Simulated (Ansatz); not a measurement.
The cell of ZnO (Fm-3m). The cell is taken from the geometry relaxed with DFT r2SCAN, scalar-relativistic, plane waves, PAW in Ansatz 0.2.0.

```
CELL_PARAMETERS angstrom
4.26751 0.00000 0.00000
0.00000 4.26751 0.00000
0.00000 0.00000 4.26751
ATOMIC_POSITIONS crystal
Zn 0.00000 0.00000 0.00000
O 0.50000 0.00000 0.00000
Zn 0.00000 0.50000 0.50000
O 0.50000 0.50000 0.50000
Zn 0.50000 0.00000 0.50000
O 0.00000 0.00000 0.50000
Zn 0.50000 0.50000 0.00000
O 0.00000 0.50000 0.00000
```

At each point the valence sum V of a Zn2+ ion is computed from the anions within 5 Å (s = exp((R0 − d)/b), R0 fitted to published crystal structures with b = 0.37 Å; R0: Zn2+–O 1.689 Å). The other Zn2+ ions are ignored. This is an empirical screen for pathways, not an energy calculation.

Q: Along which directions could Zn2+ move by this screen (counting the regions that come within 0.6 Å of a Zn site)?

A: From a mismatch of about 0.85 v.u. the regions form a three-dimensional network. These are grid estimates, good to about 0.1 v.u.

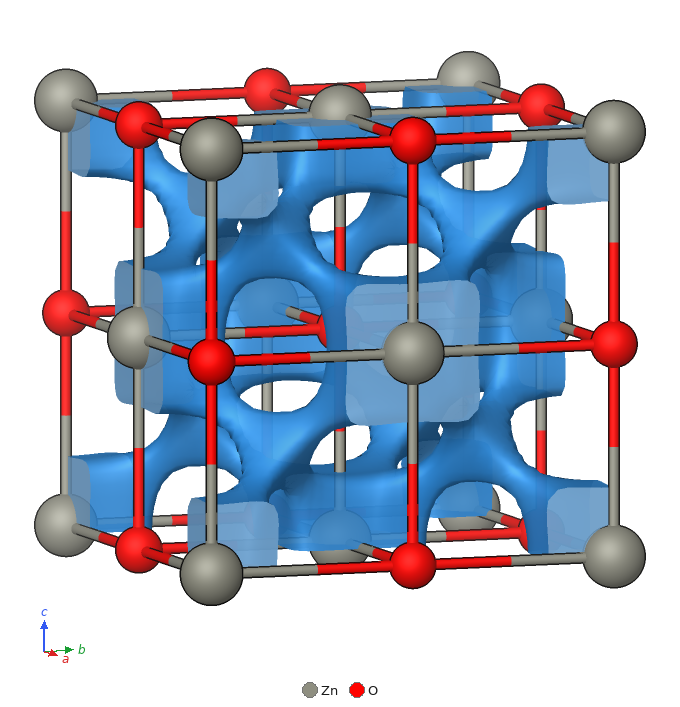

Bond-valence mismatch map for Zn2+ in ZnO (Fm-3m): the blue surface encloses the points where |V − 2| < 1 v.u. (1×1×1 cells, view slightly off an axis). Pale faces close the region where the drawn box cuts it. At this level they form a three-dimensional network.

Q: What is the valence sum at the Zn sites themselves?

A: 1.84 v.u., against the formal 2.
